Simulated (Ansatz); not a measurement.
# Run report: Be, band-structure calculation

- system: Be (Im-3m, 1 atom in the cell)
- method: DFT, PBE, all-electron PAW with datasets made for the crystal, scalar-relativistic, no spin polarisation (Ansatz 0.2.0)

It belongs to a series of runs on one base structure; here: datasets made for the crystal in place of LAPW. Figures and captions count atoms from 1; the log counts them from 0 in places.

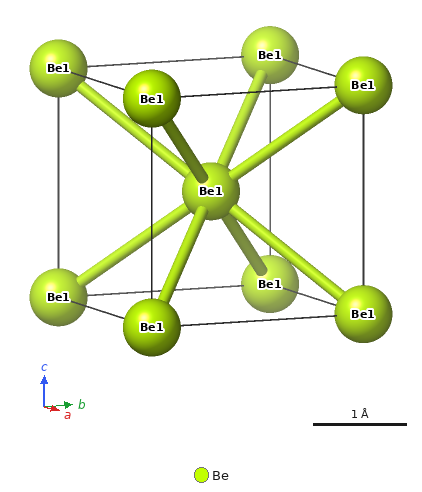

**Figure 1.** The input geometry (ball-and-stick view of the cell 2 times as large as that of the calculation, set on its symmetry axes, seen slightly off an axis; atoms are numbered from 1 in the order of the input). An atom can appear more than once, as a periodic image. Near neighbours in the periodic cell (some may lie outside the picture): Be has 8 Be at 2.17 Å.

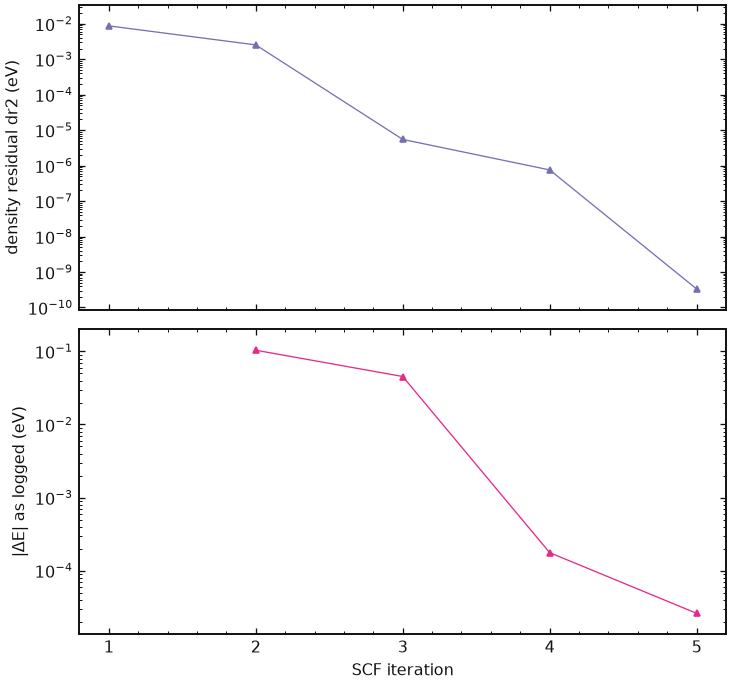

**Figure 2.** Convergence of the self-consistent field: density residual dr2 and size of the energy change against the SCF iteration. The residual falls at every step.

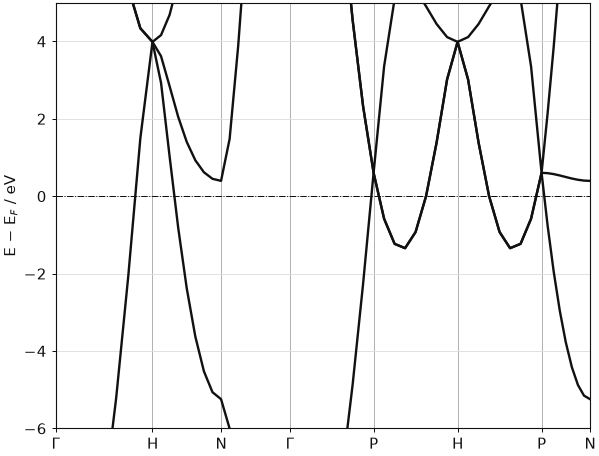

**Figure 3.** Band structure along Γ–H–N–Γ–P–H–P–N, with energies from the Fermi level. Bands cross the Fermi level: a metal at this level of theory.

The input and output of the run follow.

Input file
```yaml
crystal:
  lattice:
    - [-1.2500666702, 1.2500666702, 1.2500666702]
    - [1.2500666702, -1.2500666702, 1.2500666702]
    - [1.2500666702, 1.2500666702, -1.2500666702]
  atoms:
    - { symbol: Be, position: [0.0, 0.0, 0.0] }
kpoints:
  mp_grid: { grid: [20, 20, 20] }
  band_path:
    path:
      - [0.0, 0.0, 0.0]
      - [0.5, -0.5, 0.5]
      - [0.0, 0.0, 0.5]
      - [0.0, 0.0, 0.0]
      - [0.25, 0.25, 0.25]
      - [0.5, -0.5, 0.5]
      - [0.25, 0.25, 0.25]
      - [0.0, 0.0, 0.5]
    npoints: 8
scf:
  occupations: { method: fermi_dirac, width: 0.05 }
hamiltonian:
  xc: pbe
  pseudopotentials: { kind: all_electron, datasets: crystal }
output:
  forces: true
  stress: true
  eigenvalues: true
  efg: { contact_densities: true }
```

Launched with:
```bash
ansatz run input.yaml --threads 1 --pin off --max-ram 2048MiB --backend cpu --events-out ev --progress --plain --runs-dir out
```

What the program printed
```
hamiltonian.pseudopotentials.datasets: crystal makes datasets for this crystal and solves the spheres of its atoms anew in each pass: cutoff 240.0 eV, the density's 960.0 eV; recipe e76fcd085c86.33, for an error of 0.50 meV an atom under PBE, 0.5 meV for the cell; an energy difference from a run of another recipe may be off by several times the error for the cell, under r2SCAN by more, where some 0.1 meV an atom stays at smaller errors; Be in spheres of 1.080 Å, 2 of its electrons in bands
Engine: ansatz 0.2.0, aarch64-unknown-linux-gnu
Pseudopotentials: kind: all_electron
Pseudopotential: Be, paw, valence charge 2, recommended cutoff 240 eV (normal), crystal/all_electron/pbe/scalar/gaussian/Be, Koelling and Harmon's equation, gaussian nucleus
Functional definition: PBE
  parameter kappa = 0.804
  parameter beta = 0.06672455060314922
  exchange = pbe_x(kappa = kappa, mu = beta*pi^2/3)
  correlation = pbe_c(beta = beta)
Crystal: 1 atoms, lattice volume = 7.814 Å³
Basis set: ecut = 240 eV, 55 PW (Γ), exchange–correlation on 24×24×24 points (8 copies of the dense FFT grid, shifted against one another)
Bands: 5, of which v1, the nominal top of the filled ones, is band 1 counted from 1 (0 counted from 0)
Symmetry: 48 space group operations
Space group: Im-3m (ITA 229), of the structure as read, at distance tolerance 2.0e-5 Å
k-points: 256 of 8000
Non-local potential: Be, projectors of the file, l = 0: 1, l = 1: 1
PAW form: soft (Blöchl's): semilocal exchange-correlation on the pseudo side does not see the compensation charge
PAW one-centre angular grid: Be, 110 points (default); XC on its mesh's 2019 points in the sphere
Initial density: superposition of atomic densities (neutral atoms: chi_scale 0, normalization atom)
Initial wavefunctions: pseudopotential atomic-orbital guess
Functional: x = pbe(κ = 0.804, μ = 0.2195149727645171), c = pbe(β = 0.06672455060314922)
iter 1 solved again at ethr=4.45e-4 eV; its pass at ethr=1.00e-1 eV (dr2=8.91e-3 eV) is discarded
SCF iter   1: F=—  HF=-401.663500 eV  |F-HF|=—  |Δ(HF+E_count)|=         —  Δρ=2.01e-2  dr2=8.73e-3  ethr=4.45e-4  ⟨swp⟩=2.9  Hψ=8213  notcnv=0
preconditioner: auto → none  [metal: Δε(μ)=0.038 eV  Ē_g=19.297 eV  σ=0.050 eV  W_gap=0.19  n_scr=0 (ndim 8)  ℏωp=18.8 eV  f_vac=0.001  D(μ)=0.15/eV (n_scr^D=0)]
SCF iter   2: F=—  HF=-401.767817 eV  |F-HF|=—  |Δ(HF+E_count)|=   1.04e-1  Δρ=1.08e-2  dr2=2.54e-3  ethr=4.36e-4  ⟨swp⟩=2.1  Hψ=2572  notcnv=0  defer=5
iter 3 solved again at ethr=3.27e-7 eV; its pass at ethr=1.27e-4 eV (dr2=6.55e-6 eV) is discarded
SCF iter   3: F=—  HF=-401.813243 eV  |F-HF|=—  |Δ(HF+E_count)|=   4.54e-2  Δρ=5.40e-4  dr2=5.49e-6  ethr=3.27e-7  ⟨swp⟩=2.0  Hψ=6957  notcnv=0  defer=1
eigensolver tolerance schedule: the retry pair's looser diagonalisation over-reported the residual by 0.19 of it (diagonalisation noise at 0.19 of the residual, at the tolerance the schedule requests for it); recorded, not acted on — ethr = c·dr2/N_el stays at c = 1.0e-1
SCF iter   4: F=—  HF=-401.813419 eV  |F-HF|=—  |Δ(HF+E_count)|=   1.76e-4  Δρ=2.05e-4  dr2=7.57e-7  ethr=2.74e-7  ⟨swp⟩=2.9  Hψ=1786  notcnv=0
SCF iter   5: F=-401.813445 eV  HF=-401.813445 eV  |F-HF|=2.41e-9  |Δ(HF+E_count)|=   2.60e-5  Δρ=4.68e-6  dr2=3.32e-10  ethr=3.78e-8  ⟨swp⟩=2.9  Hψ=1823  notcnv=0
SCF 1 converged in 5 iterations: F = -401.813445 eV  dr2 = 3.32e-10
  Residual-converged pass: ⟨swp⟩=2.0  Hψ=1544  notcnv=0  max |occ|·‖R‖ = 3.6e-6 eV (tolerance 3.7e-6 eV)  dr2=3.28e-10  dr2_onsite=2.71e-9  max |Δocc| = 2.2e-10
  greatest PAW one-centre occupation: 0.172 electrons in one spin orbital (limit 2), on the Be atom at site 0 (counted from 0), in its partial waves of l = 0
NSCF: frozen V_eff on 57 k-points
SCF converged after 5 iterations
Free energy (F): -401.813445 eV
Harris-Foulkes:  -401.813445 eV  (|F-HF|=2.41e-9)
Internal energy: -401.812327 eV  (E = F + TS)
E sigma→0 (E₀):  -401.812886 eV
Entropy (-TS):   -0.001118 eV (-1.118 meV/atom)
Past the cutoff: the bands carry plane waves up to 1.75 times it, of which those up to 1.5 times it add -0.000129 eV an atom, each by itself; the spheres take 0.000037 eV an atom off the energy for waves past 1.75 times it
By the cutoff:   a pressure is off by up to 0.005 GPa (1.2 times the spheres' own share and the shells' term, over an atom's volume, and 0.004 GPa: a bound that held against runs at twice the plane waves)
Past the cutoffs: a stress includes 0.0002 GPa for waves and charges beyond them, in addition to the slope of what the spheres take
In the spheres:  the bands' charges fall short by 3.7e-7 e at most (sound up to 1e-3)
Fermi energy:    9.593916 eV
--- Per-component energies (eV) ---
  E_band       = 7.375875
  E_kinetic    = 19.272336
  E_local      = 8.092417  (includes V_loc(G=0)·N_el)
  E_nonlocal   = 1.441281
  E_hartree    = 0.007917
  E_xc         = -15.964929
  E_vxc        = -20.540840  (∫ρ·V_xc dr)
  E_paw        = -385.865003  (= ΣΔE_a)
  E_vpaw       = -14.029446  (= ΣTr[D̂ρ^β])
  E_ewald      = -41.920701
  E_smearing   = -0.001118  (= −TS)
  E_closure    = 13.124355  (closes the sum)
  Σ components = -401.813445   (vs F -401.813445, Δ=0.00e0)
  The terms above E_closure are by the made datasets' own strengths, without shells solved beside the bands.
--- Forces (eV/Å), atoms counted from 1 ---
  atom   1  Be     0.00000000    -0.00000000    -0.00000000
  max |Σ_I F_I| component: 1.04e-33 eV/Å
--- Stress (GPa, compression-positive) ---
        0.000402       0.000000       0.000000
       -0.000000       0.000402       0.000000
        0.000000       0.000000       0.000402
  P = ⅓ Tr σ = 0.0004 GPa (0.004 kbar)
--- PAW observables at the nuclei: V_zz in 10²¹ V/m², potentials from the cell's mean, atoms counted from 1 ---
  atom   1  Be V_zz =    -0.000000   η = 0.0000   by run symmetry: forbidden
            electrostatic potential = -242.645748 V   contact ρ = 238.399361 e/Å³
--- Band table (eV; the first three rows and the last of 256) ---
  k-point 0: bands = ["-2.6808", "29.0546", "29.0546"]
  k-point 1: bands = ["-2.5930", "28.6196", "28.6941"]
  k-point 2: bands = ["-2.3293", "27.2814", "27.7943"]
  k-point 255: bands = ["13.5836", "13.5836", "13.5836"]
```

File bands.tsv
```
# k_distance	band_0	band_1	band_2	band_3	band_4
# fermi_ev = 9.593916
# lock_threshold_ev = 1e-6
# [0, 0, 0] at k_distance = 0.000000
# [0.5, -0.5, 0.5] at k_distance = 2.513140
# [0, 0, 0.5] at k_distance = 4.290198
# [0, 0, 0] at k_distance = 6.067257
# [0.25, 0.25, 0.25] at k_distance = 8.243700
# [0.5, -0.5, 0.5] at k_distance = 10.420143
# [0.25, 0.25, 0.25] at k_distance = 12.596586
# [0, 0, 0.5] at k_distance = 13.853156
# levels_relative_to = fermi_ev
# free_energy_ev = -401.813445
# largest_residual_norms_ev = 5.000e-6 5.000e-6 5.000e-6 5.000e-6 1.000e-1
0.000000	-12.274758	19.460682	19.460682	19.460682	30.849263
0.314143	-11.999864	18.324552	18.324552	19.032598	28.224195
0.628285	-11.170905	15.556885	15.556885	18.154384	23.355427
0.942428	-9.775977	12.377777	12.377777	17.393548	19.229972
1.256570	-7.798830	9.477549	9.477549	15.853012	16.984785
1.570713	-5.226857	7.114619	7.114619	13.225850	16.868861
1.884855	-2.074279	5.388274	5.388274	11.349040	16.375246
2.198998	1.502934	4.340630	4.340630	10.222862	12.829085
2.513140	3.989717	3.989717	3.989717	9.847455	9.847455
2.735272	2.929569	3.619994	4.165212	10.486310	11.273224
2.957405	1.027087	2.842746	4.689660	12.018518	14.271576
3.179537	-0.811358	2.053062	5.555985	13.828668	17.932855
3.401669	-2.380918	1.403926	6.748258	15.210175	19.800328
3.623802	-3.624503	0.930057	8.230692	15.708124	21.714518
3.845934	-4.521105	0.621137	9.913168	15.704121	23.947788
4.068066	-5.061673	0.451670	11.528998	15.587041	21.626452
4.290198	-5.242241	0.398288	12.315514	15.531128	20.476391
4.512331	-6.001444	1.481645	12.480961	15.659286	20.662266
4.734463	-7.442548	3.886017	12.973775	16.033662	21.219496
4.956595	-8.864619	6.878043	13.781870	16.621259	22.146688
5.178728	-10.080105	10.194596	14.878880	17.358426	23.440580
5.400860	-11.038479	13.608978	16.209185	18.141855	25.093292
5.622992	-11.725353	16.697585	17.649012	18.833275	26.824159
5.845125	-12.137466	18.776929	18.912971	19.298855	29.079678
6.067257	-12.274758	19.460682	19.460682	19.460682	30.849263
6.339312	-12.068843	18.403350	18.943949	18.943949	28.540291
6.611368	-11.450886	16.282116	16.999941	16.999941	26.603641
6.883423	-10.420418	13.842924	13.842924	14.157175	26.679645
7.155478	-8.977442	10.439979	10.439979	12.369681	27.947816
7.427534	-7.124601	7.288353	7.288353	10.995691	32.404952
7.699589	-4.873047	4.561207	4.561207	10.023353	35.327022
7.971645	-2.258729	2.324358	2.324358	9.418034	38.487537
8.243700	0.606309	0.606309	0.606309	9.188770	41.023298
8.515755	-0.579813	-0.579813	3.354294	9.565526	37.179506
8.787811	-1.228721	-1.228721	5.097786	11.230591	33.299345
9.059866	-1.340713	-1.340713	5.533628	14.105275	28.512314
9.331922	-0.922677	-0.922677	5.336300	16.761032	23.410493
9.603977	0.005624	0.005624	4.907709	18.108710	18.729574
9.876032	1.387689	1.387689	4.451522	14.633985	14.633985
10.148088	3.018588	3.018588	4.113559	11.365670	11.365670
10.420143	3.989717	3.989717	3.989717	9.847455	9.847455
10.692199	3.018588	3.018588	4.113559	11.365670	11.365670
10.964254	1.387689	1.387689	4.451522	14.633985	14.633985
11.236309	0.005624	0.005624	4.907709	18.108710	18.729574
11.508365	-0.922677	-0.922677	5.336300	16.761032	23.410493
11.780420	-1.340713	-1.340713	5.533628	14.105275	28.512314
12.052476	-1.228721	-1.228721	5.097786	11.230591	33.299345
12.324531	-0.579813	-0.579813	3.354294	9.565526	37.179506
12.596586	0.606309	0.606309	0.606309	9.188770	41.023298
12.753658	-0.758552	0.597690	2.147427	9.280472	39.275575
12.910729	-1.944690	0.573494	3.861050	9.549263	37.161918
13.067800	-2.950420	0.538197	5.741145	9.975400	34.600877
13.224871	-3.774560	0.497863	7.777121	10.522779	29.451166
13.381943	-4.416288	0.458820	9.947789	11.132836	26.867777
13.539014	-4.875033	0.426651	11.716254	12.200838	24.202731
13.696085	-5.150422	0.405599	12.151703	14.354855	21.756877
13.853156	-5.242241	0.398288	12.315514	15.531128	20.476391
```

Summary

- outcome: converged
- space group (tolerance 0.01 Å): Im-3m (229)
- electrons in bands (core shells apart): 2
- free energy: −401.8134 eV
- Fermi energy: 9.594 eV
- pressure: 0.00 GPa
- field gradient V_zz (10²¹ V/m²): zero at all sites
- electronic character: metal
- largest force (length of the vector): under 0.001 eV/Å
- hardware: 1 thread of Arm Neoverse V2, 24 GiB of memory available, shared host
- wall time: 3.2 s
- peak memory: 0.27 GiB
